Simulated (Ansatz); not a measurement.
FeS₂: single-point calculation (part 1 of 3)

- system: FeS₂ (Pnnm, 6 atoms in the cell)
- method: DFT LDA+U, non-collinear, scalar-relativistic, plane waves, PAW, Ueff = 1 eV on Fe atom 1 d; Ueff = 1 eV on Fe atom 2 d (Ansatz 0.2.0)

The structure derives from an entry of the Crystallography Open Database. It belongs to a series of runs on one base structure; here: canted directions free. Figures and captions count atoms from 1; the log counts them from 0 in places.

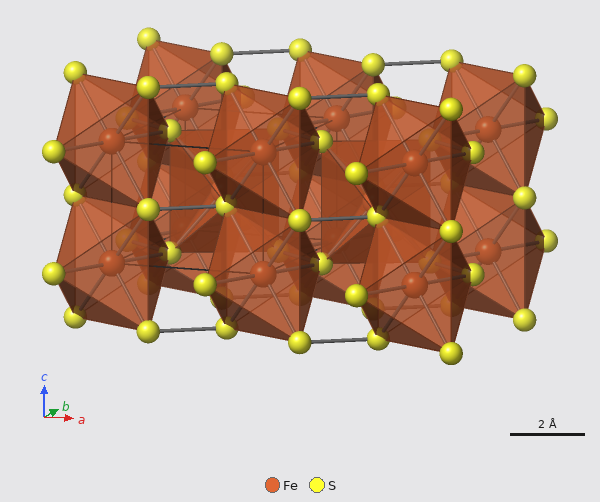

*The structure (polyhedral view of the cell of the calculation, repeated 2 × 1 × 1, seen slightly off an axis; polyhedra are completed across the faces of the cell).*

## Key numbers

```csv
quantity,value
outcome,converged
space group (tolerance 0.01 Å),Pnnm (58)
electrons treated,56
free energy,−12320.8947 eV
Fermi energy,12.552 eV
gap on the k-point mesh,1.04 eV
net moment of the cell,0.00 μB
integrated absolute moment,0.00 μB
pressure,−11.04 GPa
largest force (length of the vector),0.391 eV/Å
hardware,"4 threads of Arm Neoverse N1, 24 GiB of memory available, shared host"
wall time,98 s (CPU time 6.5 min)
peak memory,0.88 GiB
```

## Notes

The program warns: some starting moments were not kept; the typed occupations were not kept. The cell is under a tension of 11.0 GPa at this level, so it is not at its equilibrium volume.

## Input
```yaml
crystal:
  lattice:
    - [4.44459993, 0.0, 0.0]
    - [0.0, 5.42459991, 0.0]
    - [0.0, 0.0, 3.38639995]
  atoms:
    - { symbol: Fe, position: [0.0, 0.0, 0.0], spin: 4.0, spin_axis: [0.0, 0.0, 1.0] }
    - { symbol: Fe, position: [0.5, 0.5, 0.5], spin: 4.0, spin_axis: [0.866025, 0.0, -0.5] }
    - { symbol: S, position: [0.2004, 0.3787, 0.0] }
    - { symbol: S, position: [0.7996, 0.6213, 0.0] }
    - { symbol: S, position: [0.7004, 0.1213, 0.5] }
    - { symbol: S, position: [0.2996, 0.8787, 0.5] }
basis:
  ecutwfc: 420
  ecutrho_ratio: 4
kpoints:
  mp_grid: { grid: [4, 4, 6] }
hamiltonian:
  xc: lda
  hubbard:
    sites:
      - { site: 0, l: d, u_eff: 1.0, starting_ns: [{ occupation_matrix: s0 }] }
      - { site: 1, l: d, u_eff: 1.0, starting_ns: [{ occupation_matrix: s1 }] }
    occupation_matrices:
      s0:
        spinor_matrix:
          - [[0.97, 0.0], [0.0, 0.0], [0.0, 0.0], [0.0, 0.0], [0.0, 0.0], [0.0, 0.0], [0.0, 0.0], [0.0, 0.0], [0.0, 0.0], [0.0, 0.0]]
          - [[0.0, 0.0], [0.18517, 0.0], [0.36004, 0.0], [0.0, 0.0], [0.0, 0.0], [0.0, 0.0], [0.0, 0.0], [0.0, 0.0], [0.0, 0.0], [0.0, 0.0]]
          - [[0.0, 0.0], [0.36004, 0.0], [0.80483, 0.0], [0.0, 0.0], [0.0, 0.0], [0.0, 0.0], [0.0, 0.0], [0.0, 0.0], [0.0, 0.0], [0.0, 0.0]]
          - [[0.0, 0.0], [0.0, 0.0], [0.0, 0.0], [0.97, 0.0], [0.0, 0.0], [0.0, 0.0], [0.0, 0.0], [0.0, 0.0], [0.0, 0.0], [0.0, 0.0]]
          - [[0.0, 0.0], [0.0, 0.0], [0.0, 0.0], [0.0, 0.0], [0.97, 0.0], [0.0, 0.0], [0.0, 0.0], [0.0, 0.0], [0.0, 0.0], [0.0, 0.0]]
          - [[0.0, 0.0], [0.0, 0.0], [0.0, 0.0], [0.0, 0.0], [0.0, 0.0], [0.02, 0.0], [0.0, 0.0], [0.0, 0.0], [0.0, 0.0], [0.0, 0.0]]
          - [[0.0, 0.0], [0.0, 0.0], [0.0, 0.0], [0.0, 0.0], [0.0, 0.0], [0.0, 0.0], [0.02, 0.0], [0.0, 0.0], [0.0, 0.0], [0.0, 0.0]]
          - [[0.0, 0.0], [0.0, 0.0], [0.0, 0.0], [0.0, 0.0], [0.0, 0.0], [0.0, 0.0], [0.0, 0.0], [0.02, 0.0], [0.0, 0.0], [0.0, 0.0]]
          - [[0.0, 0.0], [0.0, 0.0], [0.0, 0.0], [0.0, 0.0], [0.0, 0.0], [0.0, 0.0], [0.0, 0.0], [0.0, 0.0], [0.02, 0.0], [0.0, 0.0]]
          - [[0.0, 0.0], [0.0, 0.0], [0.0, 0.0], [0.0, 0.0], [0.0, 0.0], [0.0, 0.0], [0.0, 0.0], [0.0, 0.0], [0.0, 0.0], [0.02, 0.0]]
      s1:
        spinor_matrix:
          - [[0.2575, 0.0], [0.0, 0.0], [0.0, 0.0], [0.0, 0.0], [0.0, 0.0], [0.41136, 0.0], [0.0, 0.0], [0.0, 0.0], [0.0, 0.0], [0.0, 0.0]]
          - [[0.0, 0.0], [0.06129, 0.0], [-0.09001, 0.0], [0.0, 0.0], [0.0, 0.0], [0.0, 0.0], [0.07152, 0.0], [-0.1559, 0.0], [0.0, 0.0], [0.0, 0.0]]
          - [[0.0, 0.0], [-0.09001, 0.0], [0.21621, 0.0], [0.0, 0.0], [0.0, 0.0], [0.0, 0.0], [-0.1559, 0.0], [0.33984, 0.0], [0.0, 0.0], [0.0, 0.0]]
          - [[0.0, 0.0], [0.0, 0.0], [0.0, 0.0], [0.2575, 0.0], [0.0, 0.0], [0.0, 0.0], [0.0, 0.0], [0.0, 0.0], [0.41136, 0.0], [0.0, 0.0]]
          - [[0.0, 0.0], [0.0, 0.0], [0.0, 0.0], [0.0, 0.0], [0.2575, 0.0], [0.0, 0.0], [0.0, 0.0], [0.0, 0.0], [0.0, 0.0], [0.41136, 0.0]]
          - [[0.41136, 0.0], [0.0, 0.0], [0.0, 0.0], [0.0, 0.0], [0.0, 0.0], [0.7325, 0.0], [0.0, 0.0], [0.0, 0.0], [0.0, 0.0], [0.0, 0.0]]
          - [[0.0, 0.0], [0.07152, 0.0], [-0.1559, 0.0], [0.0, 0.0], [0.0, 0.0], [0.0, 0.0], [0.14387, 0.0], [-0.27003, 0.0], [0.0, 0.0], [0.0, 0.0]]
          - [[0.0, 0.0], [-0.1559, 0.0], [0.33984, 0.0], [0.0, 0.0], [0.0, 0.0], [0.0, 0.0], [-0.27003, 0.0], [0.60863, 0.0], [0.0, 0.0], [0.0, 0.0]]
          - [[0.0, 0.0], [0.0, 0.0], [0.0, 0.0], [0.41136, 0.0], [0.0, 0.0], [0.0, 0.0], [0.0, 0.0], [0.0, 0.0], [0.7325, 0.0], [0.0, 0.0]]
          - [[0.0, 0.0], [0.0, 0.0], [0.0, 0.0], [0.0, 0.0], [0.41136, 0.0], [0.0, 0.0], [0.0, 0.0], [0.0, 0.0], [0.0, 0.0], [0.7325, 0.0]]
    ns_hold: { iters: 8 }
scf:
  occupations: { method: gaussian, width: 0.05 }
  lower_state_search: "off"
  max_iter: 150
output:
  forces: true
  stress: true
  eigenvalues: true
  populations: true
  hubbard: { sites: [{ site: 0, l: d }, { site: 1, l: d }] }
  write_density: true
  write_potential: true
  elf: true
  volumetric_format: npy
magnetization:
  noncollinear: true
  spin_orbit: false
```

Launched with:
```bash
ansatz run input.yaml --threads 4 --pin off --max-ram 6144MiB --backend cpu --events-out ev --progress --plain --runs-dir out
```

## Output
```
Fe: projections on atomic orbitals take those of the free atom [Ne] 3s2 3p6 3d6 4s2, of charge +0.00 (hamiltonian.pseudopotentials.projection_atoms); the dataset's partial waves leave at most 1.1e-6 of an orbital's norm unspanned inside its sphere
S: projections on atomic orbitals take those of the free atom [Ne] 3s2 3p4, of charge +0.00 (hamiltonian.pseudopotentials.projection_atoms); the dataset's partial waves leave at most 1.6e-7 of an orbital's norm unspanned inside its sphere
Engine: ansatz 0.2.0, aarch64-unknown-linux-gnu
Pseudopotentials: kind: paw
Pseudopotential: Fe, paw, valence charge 16, recommended cutoff 420 eV (normal), Fe.paw.azcp
Pseudopotential: S, paw, valence charge 6, recommended cutoff 420 eV (normal), S.paw.azcp
Functional definition: SPW92
  exchange = slater_x
  correlation = pw_c
Crystal: 6 atoms, lattice volume = 81.647 Å³
Basis set: ecut = 420 eV, 1607 PW (Γ)
Bands: 68, of which v1, the nominal top of the filled ones, is band 56 counted from 1 (55 counted from 0)
Symmetry: 2 space group operations
Magnetic group: BNS 2.4 (UNI 4), of the structure as read, at distance tolerance 4.3e-5 Å
k-points: 52 of 96
Non-local potential: Fe, projectors of the file, l = 0: 3, l = 1: 2, l = 2: 3, l = 3: 1
Non-local potential: S, projectors of the file, l = 0: 2, l = 1: 2, l = 2: 2
PAW form: soft (Blöchl's): semilocal exchange-correlation on the pseudo side does not see the compensation charge
PAW frozen core: Fe, regenerated for the run's functional, and the local potential with it (the file was generated under x = pbe(κ = 0.804, μ = 0.2195149727645171), c = pbe(β = 0.06672455060314922))
PAW frozen core: S, regenerated for the run's functional, and the local potential with it (the file was generated under x = pbe(κ = 0.804, μ = 0.2195149727645171), c = pbe(β = 0.06672455060314922))
PAW one-centre angular grid: Fe, 590 points (default); XC on 64 Gauss nodes
PAW one-centre angular grid: S, 110 points (default); XC on 64 Gauss nodes
Initial density: superposition of atomic densities (chi_scale 0.1, normalization cell, long waves kept (reshape's long-wave potential 0.00 eV rms))
Starting moments: Σ|m| = 8 μB on 2 of 6 sites
Initial wavefunctions: pseudopotential atomic-orbital guess
Functional: x = slater, c = lda
```
